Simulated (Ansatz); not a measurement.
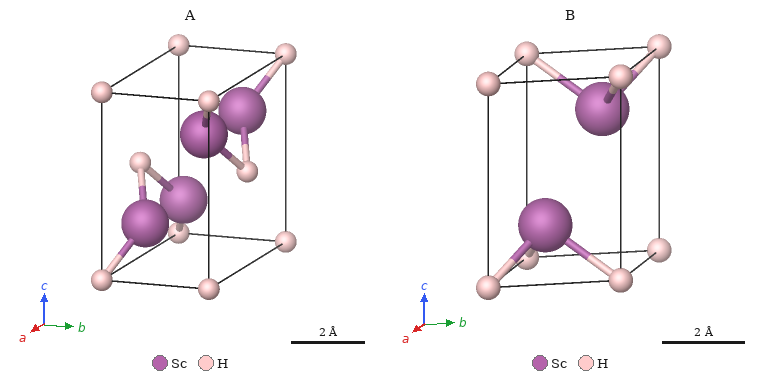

Two structures of Sc₂H, each relaxed to rest (conventional cells in solid outline, small ones repeated, not to one scale). Method: DFT PBE, scalar-relativistic, plane waves, PAW in Ansatz 0.2.0, without spin polarisation.

Name structures A and B.

A: 6 atoms a cell on a primitive orthorhombic lattice, Pmna. B: 3 atoms a cell on a primitive hexagonal lattice, P-3m1.

Which is the more stable form at this level of theory?

B is lower, by 348 meV/atom at this level of theory (energies at zero smearing). Volumes: A 17.2, B 16.3 Å³/atom.

One or both may be structure types tried for this composition rather than known phases.
